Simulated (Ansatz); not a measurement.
# What a change does: single-point calculation on CoO

System: CoO (4 atoms in the cell).
Method of run A: Kohn-Sham DFT of a periodic cell, LDA, all-electron LAPW, scalar-relativistic, spin-polarised (Ansatz 0.2.0).

The structure derives from a Materials Project entry. Text and figures count atoms from 1; the logs count them from 0 in places.

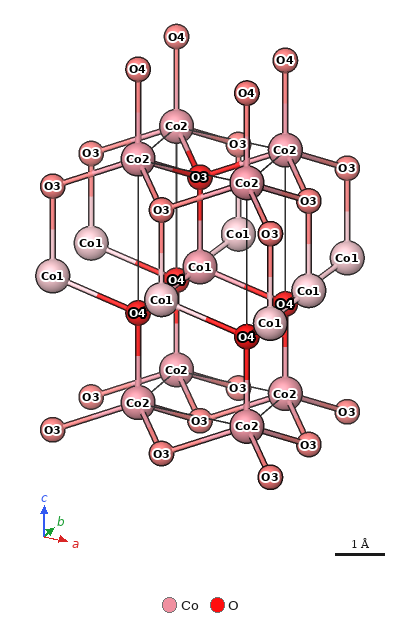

Figure 1. The input geometry (ball-and-stick view of the cell of the calculation, seen slightly off an axis; neighbours outside the cell are drawn fainter; atoms are numbered from 1 in the order of the input). Near neighbours in the crystal (not all of them lie inside the picture): Co has 4 O at 1.89 to 1.93 Å; O has 4 Co at 1.89 to 1.93 Å.

**Input file, run A**
```yaml
crystal:
  lattice:
    - [3.1323693509, 0.0, 0.0]
    - [-1.5661846755, 2.712711432, 0.0]
    - [0.0, 0.0, 5.1219713984]
  atoms:
    - { symbol: Co, position: [0.3333333333, 0.6666666667, 0.50336241], spin: 2.0 }
    - { symbol: Co, position: [0.0, 0.0, 0.00347414], spin: 2.0 }
    - { symbol: O, position: [0.3333333333, 0.6666666667, 0.8715556] }
    - { symbol: O, position: [0.0, 0.0, 0.37160885] }
kpoints:
  mp_grid: { grid: [10, 10, 5] }
scf:
  occupations: { method: fermi_dirac, width: 0.05 }
hamiltonian:
  xc: lda
  pseudopotentials: { kind: all_electron, lapw: { basis_error: 0.002 } }
magnetization:
  spin_polarized: true
output:
  forces: true
  stress: true
  eigenvalues: true
```

Launched with:
```bash
ansatz run input.yaml --threads 4 --pin off --max-ram 12288MiB --backend cpu --events-out ev --progress --plain --runs-dir out
```

Hardware: 4 threads of Arm Neoverse V2, 24 GiB of memory available, shared host.

**Output, shortened to warnings, some set-up lines, iterations and results (run A)**
```
WARN: the starting moments were not kept: 1 of 2 ended reversed and 1 kept their direction, counting a site from 0.1 μB. The largest reversed, site 1 (counted from 0, in the order of the report's site_moments_mub), started with +2.0 μB and closes at -1.9e0 μB in its sphere. The net magnetisation is 2.7e-3 μB in size, at most 0.1 of the 4 μB that the starting moments add up to as vectors. The SCF …
Basis set: ecut = 432.2130326369057 eV, 893 PW (Γ), exchange–correlation at level 2
Symmetry: 6 space group operations
k-points: 58 of 500 (time reversal used)
Initial density: superposition of atomic densities (chi_scale 0.1, normalization cell, long waves kept (reshape's long-wave potential 0.00 eV rms))
[...]
SCF iter   1: F=—  HF=-79780.365573 eV  |F-HF|=—  |Δ(HF+E_count)|=         —  Δρ=6.80e-2 (↑6.80e-2 ↓5.91e-2)  dr2=4.73e0  dr2_m=6.89e-1  M=5.994 μB ∫|m|=5.996 μB  β_m=0.30  …
SCF iter   2: F=—  HF=-79778.525562 eV  |F-HF|=—  |Δ(HF+E_count)|=    1.84e0  Δρ=3.35e-2 (↑3.35e-2 ↓2.11e-2)  dr2=1.08e0  dr2_m=1.25e-1  M=5.443 μB ∫|m|=5.445 μB  β_m=0.38  …
SCF iter   3: F=—  HF=-79778.340831 eV  |F-HF|=—  |Δ(HF+E_count)|=   1.85e-1  Δρ=1.71e-2 (↑1.71e-2 ↓1.09e-2)  dr2=3.85e-1  dr2_m=1.74e-2  M=5.252 μB ∫|m|=5.256 μB  β_m=0.47  …
SCF iter   4: F=—  HF=-79778.278121 eV  |F-HF|=—  |Δ(HF+E_count)|=         —  Δρ=1.13e-2 (↑6.99e-3 ↓1.13e-2)  dr2=1.00e-1  dr2_m=1.75e-2  M=4.932 μB ∫|m|=4.939 μB  β_m=0.56  …
SCF iter   5: F=—  HF=-79778.269845 eV  |F-HF|=—  |Δ(HF+E_count)|=         —  Δρ=6.10e-3 (↑4.17e-3 ↓6.10e-3)  dr2=3.09e-2  dr2_m=5.10e-3  M=4.932 μB ∫|m|=4.941 μB  β_m=0.56  …
[... 18 lines ...]
SCF iter  24: F=—  HF=-79778.417864 eV  |F-HF|=—  |Δ(HF+E_count)|=   3.28e-7  Δρ=9.30e-6 (↑9.30e-6 ↓7.92e-6)  dr2=1.97e-7  dr2_m=1.40e-8  M=-0.003 μB ∫|m|=4.271 μB  β_m=0.84  …
SCF iter  25: F=—  HF=-79778.417864 eV  |F-HF|=—  |Δ(HF+E_count)|=   3.74e-8  Δρ=4.03e-6 (↑4.03e-6 ↓3.93e-6)  dr2=6.27e-8  dr2_m=1.62e-9  M=-0.003 μB ∫|m|=4.271 μB  β_m=0.87  …
SCF iter  26: F=—  HF=-79778.417864 eV  |F-HF|=—  |Δ(HF+E_count)|=   5.82e-9  Δρ=1.37e-6 (↑1.35e-6 ↓1.37e-6)  dr2=8.99e-9  dr2_m=1.58e-10  M=-0.003 μB ∫|m|=4.271 μB  β_m=0.85 …
SCF iter  27: F=-79778.417864 eV  HF=-79778.417864 eV  |F-HF|=3.26e-9  |Δ(HF+E_count)|=   4.74e-9  Δρ=8.76e-7 (↑8.76e-7 ↓6.28e-7)  dr2=1.57e-9  dr2_m=4.47e-11  M=-0.003 μB …
SCF 1 converged in 27 iterations: F = -79778.417864 eV  dr2 = 1.57e-9
WARN: the starting moments were not kept: 1 of 2 ended reversed and 1 kept their direction, counting a site from 0.1 μB. The largest reversed, site 1 (counted from 0, in the order of the report's site_moments_mub), started with +2.0 μB and closes at -1.9e0 μB in its sphere. The net magnetisation is …
SCF converged after 27 iterations
Magnetization: -0.0027 μB (24.9986 up, 25.0014 down)
Absolute magnetization: 4.2706 μB (∫|ρ↑−ρ↓|)
Spin contamination: 1.8831 ħ² per cell (⟨S²⟩ above its minimum at these occupations)
Per-site moments (μB) at R_I (Å): [(1.9210607208095443, 1.039110266233369), (-1.9231228121230686, 1.039110266233369), (-0.12497092230283302, 0.8464651610476456), (0.1244260298754778, 0.8464651610476456)]
Free energy (F): -79778.417864 eV
Harris-Foulkes:  -79778.417864 eV  (|F-HF|=3.26e-9)
Internal energy: -79778.370744 eV  (E = F + TS)
E sigma→0 (E₀):  -79778.394304 eV
Entropy (-TS):   -0.047119 eV (-11.780 meV/atom)
Fermi energy:    11.862634 eV
--- Per-component energies (eV) ---
  E_band       = -2670.128709
  E_kinetic    = 80847.566190
  E_xc         = -3557.684330
  E_electrostatic = -157068.252604  (all electrons and nuclei)
  E_smearing   = -0.047119  (= −TS)
  E_closure    = 0.000000  (closes the sum)
  E_atoms      = -79745.617592  (free atoms, spherical and without spin; not in F)
  Σ components = -79778.417864   (vs F -79778.417864, Δ=0.00e0)
  Basis errors (estimates in eV, not in F): energy 9.6e-4 per atom: plane waves 8.3e-4 (5.0e-4 summed), levels above the bands 2.0e-91, relativity 1.1e-8, radial functions 1.3e-4, core shells 2.5e-7; eigenvalues (radial functions only) 8.7e-6; not estimated: angular momenta, meshes, grids; target …
--- Forces (eV/Å), atoms counted from 1 ---
  atom   1  Co    -0.00000000    -0.00000000    -0.01845111
  atom   2  Co     0.00000000     0.00000000    -0.02195263
[...]
```

The input of run B differs as follows (lines with − go, lines with + come):
```diff
-    - [3.1323693509, 0.0, 0.0]
-    - [-1.5661846755, 2.712711432, 0.0]
-    - [0.0, 0.0, 5.1219713984]
+    - [3.1976457435, 0.0, 0.0]
+    - [-1.5988228718, 2.7692424462, 0.0]
+    - [0.0, 0.0, 5.22870971]
```

How does run B compare with run A?

With the same functional and potentials, run B lies 65.1 meV per atom higher. The pressure goes from −11.67 to −18.01 GPa. The largest force goes from 0.022 to 0.056 eV/Å. The volume per atom goes from 10.88 to 11.58 Å³. The cell is scaled evenly with the atoms at fixed fractional positions, so −ΔP/Δ ln V estimates the bulk modulus midway between the two volumes: about 100 GPa.

**Output, shortened to warnings, some set-up lines, iterations and results (run B)**
```
WARN: the starting moments were not kept: 1 of 2 ended reversed and 1 kept their direction, counting a site from 0.1 μB. The largest reversed, site 1 (counted from 0, in the order of the report's site_moments_mub), started with +2.0 μB and closes at -2.1e0 μB in its sphere. The net magnetisation is 1.8e-3 μB in size, at most 0.1 of the 4 μB that the starting moments add up to as vectors. The SCF …
Basis set: ecut = 413.64330847682413 eV, 893 PW (Γ), exchange–correlation at level 2
Symmetry: 6 space group operations
k-points: 58 of 500 (time reversal used)
Initial density: superposition of atomic densities (chi_scale 0.1, normalization cell, long waves kept (reshape's long-wave potential 0.00 eV rms))
[...]
SCF iter   1: F=—  HF=-79780.211514 eV  |F-HF|=—  |Δ(HF+E_count)|=         —  Δρ=6.39e-2 (↑6.39e-2 ↓5.72e-2)  dr2=4.76e0  dr2_m=6.61e-1  M=6.000 μB ∫|m|=6.002 μB  β_m=0.30  …
SCF iter   2: F=—  HF=-79778.394383 eV  |F-HF|=—  |Δ(HF+E_count)|=    1.82e0  Δρ=3.65e-2 (↑3.65e-2 ↓2.53e-2)  dr2=1.16e0  dr2_m=2.25e-1  M=5.819 μB ∫|m|=5.819 μB  β_m=0.43  …
SCF iter   3: F=—  HF=-79778.170655 eV  |F-HF|=—  |Δ(HF+E_count)|=   2.24e-1  Δρ=1.85e-2 (↑1.85e-2 ↓1.36e-2)  dr2=4.54e-1  dr2_m=3.84e-2  M=5.805 μB ∫|m|=5.809 μB  β_m=0.49  …
SCF iter   4: F=—  HF=-79778.065556 eV  |F-HF|=—  |Δ(HF+E_count)|=         —  Δρ=9.53e-3 (↑5.28e-3 ↓9.53e-3)  dr2=7.80e-2  dr2_m=1.11e-2  M=5.555 μB ∫|m|=5.560 μB  β_m=0.46  …
SCF iter   5: F=—  HF=-79778.054707 eV  |F-HF|=—  |Δ(HF+E_count)|=         —  Δρ=4.66e-3 (↑4.60e-3 ↓4.66e-3)  dr2=4.22e-2  dr2_m=2.44e-3  M=5.641 μB ∫|m|=5.648 μB  β_m=0.46  …
[... 18 lines ...]
SCF iter  24: F=—  HF=-79778.157654 eV  |F-HF|=—  |Δ(HF+E_count)|=   9.31e-8  Δρ=1.92e-5 (↑1.90e-5 ↓1.92e-5)  dr2=9.88e-7  dr2_m=7.75e-8  M=-0.002 μB ∫|m|=4.684 μB  β_m=0.85  …
SCF iter  25: F=—  HF=-79778.157654 eV  |F-HF|=—  |Δ(HF+E_count)|=   2.52e-8  Δρ=9.33e-6 (↑9.33e-6 ↓6.70e-6)  dr2=1.97e-7  dr2_m=1.04e-8  M=-0.002 μB ∫|m|=4.684 μB  β_m=0.76  …
SCF iter  26: F=—  HF=-79778.157654 eV  |F-HF|=—  |Δ(HF+E_count)|=   9.60e-9  Δρ=2.96e-6 (↑2.56e-6 ↓2.96e-6)  dr2=3.37e-8  dr2_m=7.40e-10  M=-0.002 μB ∫|m|=4.684 μB  β_m=0.76 …
SCF iter  27: F=-79778.157654 eV  HF=-79778.157654 eV  |F-HF|=7.17e-8  |Δ(HF+E_count)|=   4.35e-9  Δρ=4.19e-6 (↑2.46e-6 ↓4.19e-6)  dr2=3.66e-8  dr2_m=1.78e-9  M=-0.002 μB …
SCF 1 converged in 27 iterations: F = -79778.157654 eV  dr2 = 3.66e-8
WARN: the starting moments were not kept: 1 of 2 ended reversed and 1 kept their direction, counting a site from 0.1 μB. The largest reversed, site 1 (counted from 0, in the order of the report's site_moments_mub), started with +2.0 μB and closes at -2.1e0 μB in its sphere. The net magnetisation is …
SCF converged after 27 iterations
Magnetization: -0.0018 μB (24.9991 up, 25.0009 down)
Absolute magnetization: 4.6838 μB (∫|ρ↑−ρ↓|)
Spin contamination: 2.1301 ħ² per cell (⟨S²⟩ above its minimum at these occupations)
Per-site moments (μB) at R_I (Å): [(2.100225245487474, 1.0595238783499206), (-2.101527046160726, 1.0595238783499206), (-0.14926835561779406, 0.8653456257323223), (0.1488501555513011, 0.8653456257323223)]
Free energy (F): -79778.157654 eV
Harris-Foulkes:  -79778.157654 eV  (|F-HF|=7.17e-8)
Internal energy: -79778.109064 eV  (E = F + TS)
E sigma→0 (E₀):  -79778.133359 eV
Entropy (-TS):   -0.048590 eV (-12.148 meV/atom)
Fermi energy:    10.809584 eV
--- Per-component energies (eV) ---
  E_band       = -2715.049137
  E_kinetic    = 80841.274737
  E_xc         = -3556.066792
  E_electrostatic = -157063.317009  (all electrons and nuclei)
  E_smearing   = -0.048590  (= −TS)
  E_closure    = 0.000000  (closes the sum)
  E_atoms      = -79745.617592  (free atoms, spherical and without spin; not in F)
  Σ components = -79778.157654   (vs F -79778.157654, Δ=0.00e0)
  Basis errors (estimates in eV, not in F): energy 9.8e-4 per atom: plane waves 8.3e-4 (5.0e-4 summed), levels above the bands 1.4e-86, relativity 9.7e-9, radial functions 1.5e-4, core shells 1.5e-7; eigenvalues (radial functions only) 7.7e-6; not estimated: angular momenta, meshes, grids; target …
--- Forces (eV/Å), atoms counted from 1 ---
  atom   1  Co    -0.00000000     0.00000000     0.05580876
  atom   2  Co     0.00000000     0.00000000     0.05175126
[...]
```

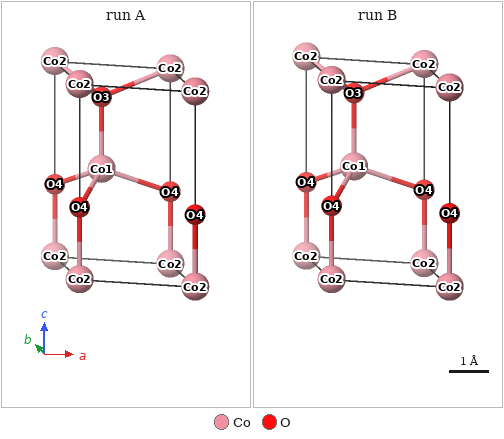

Figure 2. The two input geometries at one scale (ball-and-stick view of the cell of the calculation, seen slightly off an axis). No atom moves by more than 0.005 Å relative to the cell. The drawn cell changes as follows: a = b 3.132 → 3.198 Å (+2.1 %), c 5.122 → 5.229 Å (+2.1 %); the volume changes by +6.4 %. Among the contacts that change: Co1–O4 1.930 → 1.971 Å, Co1–O3 1.886 → 1.925 Å, Co2–O4 1.886 → 1.925 Å.

**The two runs side by side**

| quantity | run A | run B |
| --- | --- | --- |
| outcome | converged | converged |
| free energy per atom (eV) | −19944.6045 | −19944.5394 |
| energy per atom, smearing taken to zero (eV) | −19944.5986 | −19944.5333 |
| gap on the mesh (eV) | 0.00 | 0.00 |
| net moment of the cell (μB) | 0.00 | 0.00 |
| absolute moment of the cell (μB) | 4.27 | 4.68 |
| pressure (GPa) | −11.67 | −18.01 |
| volume per atom (Å³) | 10.88 | 11.58 |
| largest force (eV/Å) | 0.022 | 0.056 |
| irreducible k-points | 58 | 58 |
| plane waves at Γ | 893 | 893 |
| wall time (shared host) | 72 s | 71 s |

For both runs: Warnings: some starting moments were not kept; the state was not tested for a lower one. For run A: The cell is under a tension of 11.7 GPa at this level, so it is not at its equilibrium volume. For run B: The cell is under a tension of 18.0 GPa at this level, so it is not at its equilibrium volume.
